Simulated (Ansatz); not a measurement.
# Run report: GaP, geometry relaxation (part 1 of 3)

The run: geometry relaxation of GaP (P1, 32 atoms in the cell). Method and program: DFT PBEsol, scalar-relativistic, plane waves, PAW, no spin polarisation (Ansatz 0.2.0).

The structure derives from a Materials Project entry. It belongs to a series of runs on one base structure; here: the perfect supercell shaken and relaxed.

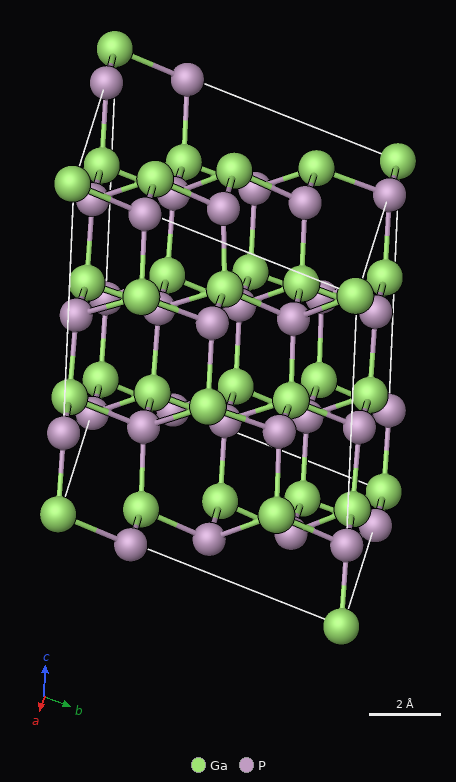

**Figure 1.** The starting structure (ball-and-stick view of the cell of the calculation, seen at an oblique angle). An atom can appear more than once, as a periodic image. Near neighbours in the periodic cell (some may lie outside the picture): Ga has 4 P at 2.25 to 2.47 Å; P has 4 Ga at 2.25 to 2.47 Å.

## Summary

- outcome: converged
- space group (tolerance 0.01 Å): P1 (1) → F-43m (216)
- electrons treated: 288
- free energy: −71744.8841 eV
- Fermi energy: 7.502 eV
- gap on the k-point mesh: 2.18 eV
- final volume: 643.41 Å³
- largest force (length of the vector) at the end: 0.007 eV/Å
- final cell: a = 9.420 Å, b = 9.420 Å, c = 9.420 Å, α = 109.47°, β = 109.47°, γ = 109.47°
- hardware: 8 threads of AMD EPYC (Zen 3), 24 GiB of memory available, shared host
- wall time: 34 s (CPU time 4.4 min)
- peak memory: 2.4 GiB

## Input
```yaml
crystal:
  lattice:
    - [-5.4384489115, 5.4384489115, -5.4384489115]
    - [-5.4384489115, -5.4384489115, 5.4384489115]
    - [5.4384489115, 5.4384489115, 5.4384489115]
  atoms:
    - { symbol: Ga, position: [0.2464237921, 0.2418200768, 0.4971437712] }
    - { symbol: Ga, position: [0.0019424933, 0.4991855117, 0.4954162604] }
    - { symbol: Ga, position: [0.0003827154, 0.2512168441, 0.7423296735] }
    - { symbol: Ga, position: [0.747890782, 0.7540384676, 0.4981953251] }
    - { symbol: Ga, position: [0.7516168856, 0.5075971029, 0.7525230275] }
    - { symbol: Ga, position: [0.7544103792, 0.2502737135, -0.0010050774] }
    - { symbol: Ga, position: [0.489367736, -0.0058223124, 0.4898081018] }
    - { symbol: Ga, position: [0.4903727103, 0.7401921687, 0.7411240829] }
    - { symbol: Ga, position: [0.4972875197, 0.4911048501, 0.0006039918] }
    - { symbol: Ga, position: [0.4956272822, 0.239547478, 0.2428116659] }
    - { symbol: Ga, position: [0.2438149486, -0.0025147096, 0.7459257068] }
    - { symbol: Ga, position: [0.24296267, 0.743869856, -0.0096840228] }
    - { symbol: Ga, position: [0.2577274899, 0.4976291598, 0.2522353091] }
    - { symbol: Ga, position: [0.0064792745, -0.0047178474, 0.000416519] }
    - { symbol: Ga, position: [0.0026257166, 0.7533294732, 0.2539638922] }
    - { symbol: Ga, position: [0.7410728701, -0.0168278151, 0.2426473456] }
    - { symbol: P, position: [-0.0001138374, 0.0014966434, 0.2455187044] }
    - { symbol: P, position: [0.7443303164, 0.2458052851, 0.2429672622] }
    - { symbol: P, position: [0.7473672005, -0.004548042, 0.4973201182] }
    - { symbol: P, position: [0.4977944558, 0.4959481256, 0.2455391333] }
    - { symbol: P, position: [0.5088666426, 0.2510930653, 0.5069069618] }
    - { symbol: P, position: [0.5078771873, 0.0041251642, 0.7519896387] }
    - { symbol: P, position: [0.2454102673, 0.7477484728, 0.2416294669] }
    - { symbol: P, position: [0.2556873645, 0.4989047865, 0.4982209023] }
    - { symbol: P, position: [0.242879664, 0.2510316079, 0.7466288696] }
    - { symbol: P, position: [0.2562651857, 0.0033009061, 0.0027090662] }
    - { symbol: P, position: [-0.0031635449, 0.7498515348, 0.502847052] }
    - { symbol: P, position: [0.0007515019, 0.5015291997, 0.7482975643] }
    - { symbol: P, position: [-0.0041537635, 0.2504308773, -0.0093310877] }
    - { symbol: P, position: [0.7441453178, 0.750330683, 0.7409603947] }
    - { symbol: P, position: [0.7563937991, 0.4918110112, -0.0084716181] }
    - { symbol: P, position: [0.4966754692, 0.7417867264, -0.0114282881] }
basis:
  ecutwfc: 420
  xc_grid: 2
kpoints:
  mp_grid: { grid: [2, 2, 2], shift: [0.5, 0.5, 0.5] }
hamiltonian:
  xc: pbesol
scf:
  occupations: { method: gaussian, width: 0.02 }
output:
  forces: true
  stress: false
  eigenvalues: true
relax:
  adjacent_minimum: "off"
  f_tol: 0.03
  max_steps: 25
```

Run as:
```bash
ansatz run input.yaml --threads 8 --pin off --max-ram 16384MiB --backend cpu --events-out ev --progress --plain --runs-dir out
```

## Log
```
Engine: ansatz 0.2.0, x86_64-unknown-linux-gnu
Pseudopotentials: kind: paw
Pseudopotential: Ga, paw, valence charge 13, recommended cutoff 420 eV (normal), Ga.paw.azcp
Pseudopotential: P, paw, valence charge 5, recommended cutoff 420 eV (normal), P.paw.azcp
Functional definition: PBEsol
  exchange = pbesol_x
  correlation = pbesol_c
Crystal: 32 atoms, lattice volume = 643.406 Å³
Basis set: ecut = 420 eV, 12623 PW (Γ), exchange–correlation on 128×128×128 points (8 copies of the dense FFT grid, shifted against one another)
Bands: 176, of which v1, the nominal top of the filled ones, is band 144 counted from 1 (143 counted from 0)
Symmetry: 1 space group operations
Space group: P1 (ITA 1), of the structure as read, at distance tolerance 8.6e-5 Å
k-points: 4 of 8 (time reversal used)
Non-local potential: Ga, projectors of the file, l = 0: 2, l = 1: 2, l = 2: 3, l = 3: 1
Non-local potential: P, projectors of the file, l = 0: 2, l = 1: 2, l = 2: 2
PAW form: soft (Blöchl's): semilocal exchange-correlation on the pseudo side does not see the compensation charge
PAW frozen core: Ga, regenerated for the run's functional, and the local potential with it (the file was generated under x = pbe(κ = 0.804, μ = 0.2195149727645171), c = pbe(β = 0.06672455060314922))
PAW frozen core: P, regenerated for the run's functional, and the local potential with it (the file was generated under x = pbe(κ = 0.804, μ = 0.2195149727645171), c = pbe(β = 0.06672455060314922))
PAW one-centre angular grid: Ga, 590 points (default); XC on 64 Gauss nodes
PAW one-centre angular grid: P, 110 points (default); XC on 64 Gauss nodes
Initial density: superposition of atomic densities (neutral atoms: chi_scale 0, normalization atom), corrected by the library's trained network
Initial wavefunctions: pseudopotential atomic-orbital guess
Functional: x = pbesol(κ = 0.804, μ = 0.12345679012345678), c = pbesol(β = 0.046)
SCF iter   1: F=—  HF=-71744.183465 eV  |F-HF|=—  |Δ(HF+E_count)|=         —  Δρ=4.74e-3  dr2=2.01e-1  ethr=1.77e-3  ⟨swp⟩=8.0  Hψ=2887  notcnv=0  defer=1
preconditioner: auto → Resta (q_TF=auto, 2.386 Å⁻¹)  ε∞=4.2  [insulator: Δε(μ)=1.973 eV  Ē_g=13.856 eV  σ=0.020 eV  W_gap=1.00  n_scr=140 (ndim 8)  ℏωp=24.8 eV  f_vac=0.012  D(μ)=0.00/eV (n_scr^D=0)  ε∞_Penn≈4.2]
SCF iter   2: F=—  HF=-71744.128914 eV  |F-HF|=—  |Δ(HF+E_count)|=   5.46e-2  Δρ=2.05e-3  dr2=4.46e-2  ethr=6.99e-5  ⟨swp⟩=3.0  Hψ=1330  notcnv=0  defer=93
SCF iter   3: F=—  HF=-71744.120884 eV  |F-HF|=—  |Δ(HF+E_count)|=   8.03e-3  Δρ=5.94e-4  dr2=3.17e-3  ethr=1.55e-5  ⟨swp⟩=2.0  Hψ=902  notcnv=0  defer=93
SCF iter   4: F=—  HF=-71744.120789 eV  |F-HF|=—  |Δ(HF+E_count)|=   9.44e-5  Δρ=3.18e-4  dr2=7.48e-4  ethr=1.10e-6  ⟨swp⟩=2.0  Hψ=1187  notcnv=0  defer=93
SCF iter   5: F=—  HF=-71744.121063 eV  |F-HF|=—  |Δ(HF+E_count)|=   2.73e-4  Δρ=8.20e-5  dr2=6.10e-5  ethr=2.60e-7  ⟨swp⟩=2.0  Hψ=1187  notcnv=0  defer=93
SCF iter   6: F=-71744.121121 eV  HF=-71744.121119 eV  |F-HF|=1.99e-6  |Δ(HF+E_count)|=   5.66e-5  Δρ=2.06e-5  dr2=3.72e-6  ethr=7.81e-9  ⟨swp⟩=11.8  Hψ=3236  notcnv=0
SCF 1 converged in 6 iterations: F = -71744.121121 eV  dr2 = 3.72e-6
  greatest PAW one-centre occupation: 0.994 electrons in one spin orbital (limit 2), on the Ga atom at site 15 (counted from 0), in its partial waves of l = 2
relax step   1: F+E_penalty+E_count = -71744.12112114 eV  Δ(F+E_penalty+E_count) = +0.000e0 eV  max|allowed force component| = 1.579e0 eV/Å  Δτ_max = 0.0000 Å  (6 SCF iters, dr2 threshold 2.25e-5 eV, accepted)
Initial density: handed on by an earlier stage of this run
Initial wavefunctions: those handed on with the density
iter 1 solved again at ethr=3.10e-5 eV; its pass at ethr=3.10e-3 eV (dr2=8.94e-2 eV) is discarded
SCF iter   1: F=—  HF=-71744.813213 eV  |F-HF|=—  |Δ(HF+E_count)|=         —  Δρ=5.21e-3  dr2=8.90e-2  ethr=3.10e-5  ⟨swp⟩=2.2  Hψ=2380  notcnv=0  defer=88
preconditioner: auto → Resta (q_TF=auto, 2.386 Å⁻¹)  ε∞=4.2  [insulator: Δε(μ)=2.144 eV  Ē_g=13.897 eV  σ=0.020 eV  W_gap=1.00  n_scr=140 (ndim 8)  ℏωp=24.8 eV  f_vac=0.004  D(μ)=0.00/eV (n_scr^D=0)  ε∞_Penn≈4.2]
SCF iter   2: F=—  HF=-71744.800291 eV  |F-HF|=—  |Δ(HF+E_count)|=   1.29e-2  Δρ=2.72e-3  dr2=2.28e-2  ethr=3.09e-5  ⟨swp⟩=2.2  Hψ=704  notcnv=0  defer=88
SCF iter   3: F=—  HF=-71744.797896 eV  |F-HF|=—  |Δ(HF+E_count)|=   2.39e-3  Δρ=3.21e-4  dr2=5.35e-4  ethr=7.93e-6  ⟨swp⟩=3.0  Hψ=1232  notcnv=0  defer=88
SCF iter   4: F=—  HF=-71744.797802 eV  |F-HF|=—  |Δ(HF+E_count)|=   9.43e-5  Δρ=1.64e-4  dr2=1.35e-4  ethr=1.86e-7  ⟨swp⟩=2.0  Hψ=1192  notcnv=0  defer=88
SCF iter   5: F=-71744.797709 eV  HF=-71744.797717 eV  |F-HF|=8.21e-6  |Δ(HF+E_count)|=   8.49e-5  Δρ=4.89e-5  dr2=1.95e-5  ethr=3.47e-8  ⟨swp⟩=12.8  Hψ=3818  notcnv=0
SCF 2 converged in 5 iterations: F = -71744.797709 eV  dr2 = 1.95e-5
  greatest PAW one-centre occupation: 0.994 electrons in one spin orbital (limit 2), on the Ga atom at site 9 (counted from 0), in its partial waves of l = 2
relax step   2: F+E_penalty+E_count = -71744.79770851 eV  Δ(F+E_penalty+E_count) = -6.766e-1 eV  max|allowed force component| = 4.090e-1 eV/Å  Δτ_max = 0.1106 Å  (5 SCF iters, dr2 threshold 1.00e-4 eV, accepted)
SCF iter   1: F=—  HF=-71744.887278 eV  |F-HF|=—  |Δ(HF+E_count)|=         —  Δρ=2.48e-3  dr2=1.91e-2  ethr=5.16e-5  ⟨swp⟩=5.0  Hψ=1718  notcnv=0  defer=88
preconditioner: auto → Resta (q_TF=auto, 2.386 Å⁻¹)  ε∞=4.2  [insulator: Δε(μ)=2.176 eV  Ē_g=13.897 eV  σ=0.020 eV  W_gap=1.00  n_scr=140 (ndim 8)  ℏωp=24.8 eV  f_vac=0.004  D(μ)=0.00/eV (n_scr^D=0)  ε∞_Penn≈4.2]
SCF iter   2: F=—  HF=-71744.884153 eV  |F-HF|=—  |Δ(HF+E_count)|=   3.12e-3  Δρ=1.23e-3  dr2=4.03e-3  ethr=6.65e-6  ⟨swp⟩=2.8  Hψ=979  notcnv=0  defer=88
SCF iter   3: F=—  HF=-71744.884078 eV  |F-HF|=—  |Δ(HF+E_count)|=   7.52e-5  Δρ=1.64e-4  dr2=1.25e-4  ethr=1.40e-6  ⟨swp⟩=3.0  Hψ=1231  notcnv=0  defer=88
SCF iter   4: F=—  HF=-71744.884095 eV  |F-HF|=—  |Δ(HF+E_count)|=   1.65e-5  Δρ=6.57e-5  dr2=2.25e-5  ethr=4.32e-8  ⟨swp⟩=2.0  Hψ=1192  notcnv=0  defer=88
SCF iter   5: F=-71744.884078 eV  HF=-71744.884081 eV  |F-HF|=2.59e-6  |Δ(HF+E_count)|=   1.38e-5  Δρ=2.25e-5  dr2=2.83e-6  ethr=3.63e-9  ⟨swp⟩=14.5  Hψ=4139  notcnv=0
SCF 3 converged in 5 iterations: F = -71744.884078 eV  dr2 = 2.83e-6
  greatest PAW one-centre occupation: 0.994 electrons in one spin orbital (limit 2), on the Ga atom at site 1 (counted from 0), in its partial waves of l = 2
relax step   3: F+E_penalty+E_count = -71744.88407824 eV  Δ(F+E_penalty+E_count) = -8.637e-2 eV  max|allowed force component| = 6.369e-3 eV/Å  Δτ_max = 0.0373 Å  (5 SCF iters, dr2 threshold 1.05e-5 eV, accepted)
iter 1 solved again at ethr=9.84e-10 eV; its pass at ethr=3.10e-3 eV (dr2=2.83e-6 eV) is discarded
SCF iter   1: F=—  HF=-71744.884072 eV  |F-HF|=—  |Δ(HF+E_count)|=         —  Δρ=2.25e-5  dr2=2.83e-6  ethr=9.84e-10  ⟨swp⟩=1.0  Hψ=1656  notcnv=0
preconditioner: auto → Resta (q_TF=auto, 2.386 Å⁻¹)  ε∞=4.2  [insulator: Δε(μ)=2.176 eV  Ē_g=13.889 eV  σ=0.020 eV  W_gap=1.00  n_scr=140 (ndim 8)  ℏωp=24.8 eV  f_vac=0.004  D(μ)=0.00/eV (n_scr^D=0)  ε∞_Penn≈4.2]
SCF iter   2: F=—  HF=-71744.884080 eV  |F-HF|=—  |Δ(HF+E_count)|=   7.87e-6  Δρ=1.10e-5  dr2=8.26e-7  ethr=9.83e-10  ⟨swp⟩=2.0  Hψ=1192  notcnv=0
SCF iter   3: F=—  HF=-71744.884080 eV  |F-HF|=—  |Δ(HF+E_count)|=   1.59e-7  Δρ=6.81e-6  dr2=3.66e-7  ethr=2.87e-10  ⟨swp⟩=2.0  Hψ=936  notcnv=0
SCF iter   4: F=-71744.884081 eV  HF=-71744.884081 eV  |F-HF|=8.67e-9  |Δ(HF+E_count)|=   2.23e-7  Δρ=1.43e-6  dr2=2.31e-8  ethr=3.47e-11  ⟨swp⟩=4.0  Hψ=2748  notcnv=0
SCF 4 converged in 4 iterations: F = -71744.884081 eV  dr2 = 2.31e-8
  greatest PAW one-centre occupation: 0.994 electrons in one spin orbital (limit 2), on the Ga atom at site 14 (counted from 0), in its partial waves of l = 2
relax step   4: F+E_penalty+E_count = -71744.88408060 eV  Δ(F+E_penalty+E_count) = -2.358e-6 eV  max|allowed force component| = 6.408e-3 eV/Å  Δτ_max = 0.0000 Å  (4 SCF iters, accepted)
```

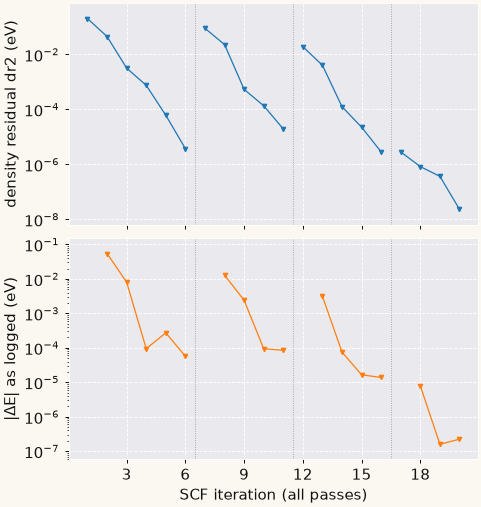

**Figure 2.** Convergence of the self-consistent field: density residual dr2 and size of the energy change against the SCF iteration. The dotted lines part the SCF passes of the relaxation: geometry steps, rejected trials and re-solves on a re-selected basis. The passes take 6, 5, 5 and 4 iterations.

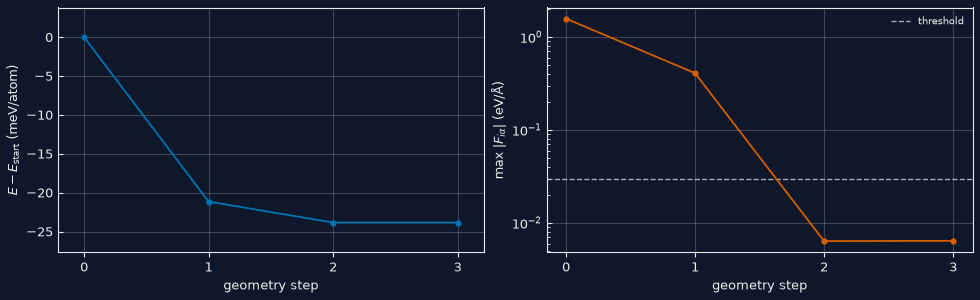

**Figure 3.** Progress of the relaxation, step by step (the first geometry is step 0 here and step 1 in the log).

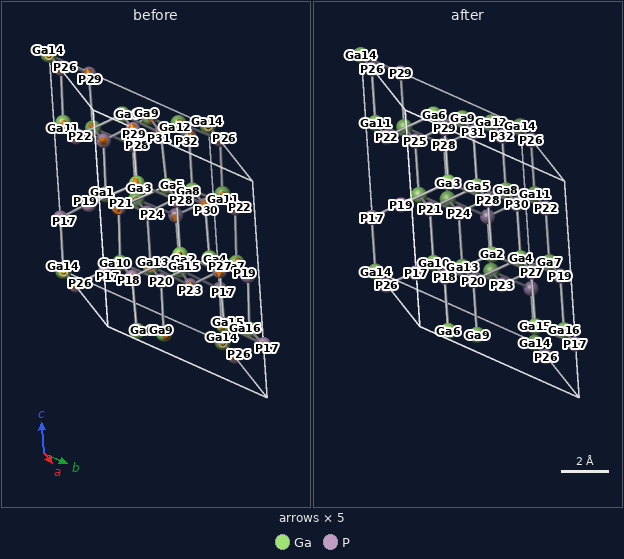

**Figure 4.** Before (left) and after (right) the relaxation, at one scale (ball-and-stick view of the cell of the calculation, seen slightly off an axis). The orange arrows give the displacements, magnified 5 times. The largest moves, 0.11 Å, are those of Ga16 and P31. Largest moves by element: Ga 0.11 Å, P 0.11 Å. The lattice vectors keep their values. Among the contacts that change: Ga14–P29 2.469 → 2.355 Å, Ga9–P31 2.468 → 2.355 Å, Ga16–P18 2.463 → 2.355 Å, Ga10–P26 2.247 → 2.354 Å. Among the angles that change: Ga5–P21–Ga7 116.2° → 109.5°, Ga5–P31–Ga6 115.4° → 109.4°, P30–Ga5–P31 115.2° → 109.5°. The space group (tolerance 0.01 Å) goes from P1 (No. 1) to F-43m (No. 216). Over 3 geometry steps the energy falls by 23.8 meV per atom. Largest force component: 1.6 eV/Å at the start, 0.0064 eV/Å at the end. (Atoms are counted from 1 in the order of the input.)

```
SCF converged after 4 iterations
Free energy (F): -71744.884081 eV
Harris-Foulkes:  -71744.884081 eV  (|F-HF|=8.67e-9)
Internal energy: -71744.884081 eV  (E = F + TS)
E sigma→0 (E₀):  -71744.884081 eV
Fermi energy:    7.501881 eV
--- Per-component energies (eV) ---
  E_band       = -945.189313
  E_kinetic    = 2980.847653
  E_local      = -35157.210273  (includes V_loc(G=0)·N_el)
  E_nonlocal   = 7361.556202
  E_hartree    = 16238.562882
  E_xc         = -2076.215918
  E_vxc        = -1906.082258  (∫ρ·V_xc dr)
  E_paw        = -40058.109679  (= ΣΔE_a)
  E_vpaw       = -6701.425015  (= ΣTr[D̂ρ^β])
  E_aug_tail   = -0.001623  (compensation charges beyond the density's cutoff)
  E_ewald      = -21048.858507
  E_core_change = 14.545182  (= ΣΔE_core)
  E_smearing   = -0.000000  (= −TS)
  E_closure    = -0.000000  (closes the sum)
  Σ components = -71744.884081   (vs F -71744.884081, Δ=0.00e0)
--- Forces (eV/Å), atoms counted from 1 ---
  atom   1  Ga     0.00071489     0.00039310    -0.00034418
  atom   2  Ga    -0.00089333     0.00386205    -0.00086787
  atom   3  Ga     0.00371601    -0.00243516     0.00114384
  atom   4  Ga     0.00282021    -0.00038074    -0.00505842
  atom   5  Ga    -0.00346986     0.00123426    -0.00099839
  atom   6  Ga     0.00410199     0.00116739     0.00523326
  atom   7  Ga     0.00151199     0.00199659    -0.00231489
  atom   8  Ga    -0.00200135    -0.00002420     0.00170080
  atom   9  Ga    -0.00385257    -0.00056108    -0.00373852
  atom  10  Ga    -0.00043173     0.00239189     0.00640795
  atom  11  Ga    -0.00156155     0.00030236     0.00052256
  atom  12  Ga    -0.00231920     0.00184803     0.00340982
  atom  13  Ga     0.00262541    -0.00261949     0.00230708
  atom  14  Ga    -0.00060768    -0.00045289    -0.00097646
  atom  15  Ga     0.00365862    -0.00172096     0.00102867
  atom  16  Ga    -0.00168564     0.00193761     0.00148980
  atom  17  P     -0.00047282     0.00065632    -0.00029131
  atom  18  P      0.00006650    -0.00260854    -0.00157008
  atom  19  P     -0.00134227    -0.00032265    -0.00066146
  atom  20  P      0.00002550    -0.00010495     0.00050163
  atom  21  P      0.00122994    -0.00246530    -0.00068326
  atom  22  P      0.00018108     0.00058223    -0.00167007
  atom  23  P     -0.00023898    -0.00070043     0.00048573
  atom  24  P      0.00041996    -0.00100101    -0.00015397
  atom  25  P     -0.00105278     0.00204841    -0.00111026
  atom  26  P      0.00169039    -0.00243070    -0.00157997
  atom  27  P     -0.00084014    -0.00074777    -0.00094906
  atom  28  P      0.00037899     0.00077910    -0.00154712
  atom  29  P     -0.00154197     0.00018687    -0.00058991
  atom  30  P      0.00093285    -0.00002057    -0.00070120
  atom  31  P     -0.00127394    -0.00016851    -0.00023887
  atom  32  P     -0.00044676    -0.00061073     0.00180523
  max |Σ_I F_I| component: 4.17e-5 eV/Å
--- Band table (eV) ---
  k-point 0: bands = ["-7.5810", "-7.5809", "-7.5809", "-7.5809", "-7.5809", "-7.5809", "-7.5808", "-7.5808", "-7.5808", "-7.5808", "-7.5807", "-7.5807", "-7.5309", "-7.5309", "-7.5309", "-7.5308", "-7.4704", "-7.4704", "-7.4703", "-7.4703", "-7.4703", "-7.4703", "-7.4703", "-7.4702", "-7.4458", "-7.4458", "-7.4457", "-7.4457", "-7.4457", "-7.4457", "-7.4457", "-7.4457", "-7.4457", "-7.4456", "-7.4456", "-7.4456", "-7.4375", "-7.4375", "-7.4375", "-7.4374",
      "-7.4374", "-7.4374", "-7.4374", "-7.4374", "-7.4374", "-7.4373", "-7.4373", "-7.4373", "-7.3990", "-7.3990", "-7.3989", "-7.3989", "-7.3989", "-7.3989", "-7.3989", "-7.3989", "-7.3988", "-7.3988", "-7.3988", "-7.3988", "-7.3822", "-7.3822", "-7.3822", "-7.3822", "-7.3821", "-7.3821", "-7.3821", "-7.3821", "-7.3705", "-7.3705", "-7.3705", "-7.3704", "-7.3704", "-7.3704", "-7.3704", "-7.3704", "-7.3703", "-7.3703", "-7.3703", "-7.3703",
      "-4.7037", "-4.7034", "-4.7034", "-4.7031", "-3.0583", "-3.0582", "-3.0580", "-3.0580", "-3.0579", "-3.0578", "-3.0578", "-3.0577", "-3.0576", "-3.0575", "-3.0574", "-3.0572", "0.8786", "0.8788", "0.8792", "0.8793", "0.8795", "0.8796", "0.8798", "0.8799", "0.8801", "0.8803", "0.8805", "0.8807", "3.1518", "3.1519", "3.1520", "3.1522", "3.7700", "3.7702", "3.7703", "3.7704", "3.7705", "3.7706", "3.7708", "3.7709",
      "3.7710", "3.7711", "3.7713", "3.7715", "5.0064", "5.0064", "5.0066", "5.0067", "5.0068", "5.0070", "5.0071", "5.0072", "5.0074", "5.0076", "5.0077", "5.0078", "6.4020", "6.4024", "6.4025", "6.4026", "6.4028", "6.4030", "6.4032", "6.4034", "9.1740", "9.1742", "9.1742", "9.1743", "9.4279", "9.4281", "9.4282", "9.4283", "9.4285", "9.4288", "9.4290", "9.4293", "9.4295", "9.4298", "9.4300", "9.4303",
      "11.7574", "11.7576", "11.7577", "11.7579", "11.7581", "11.7581", "11.7582", "11.7584", "11.9459", "11.9461", "11.9465", "11.9467", "11.9469", "11.9471", "11.9474", "11.9476"]
```
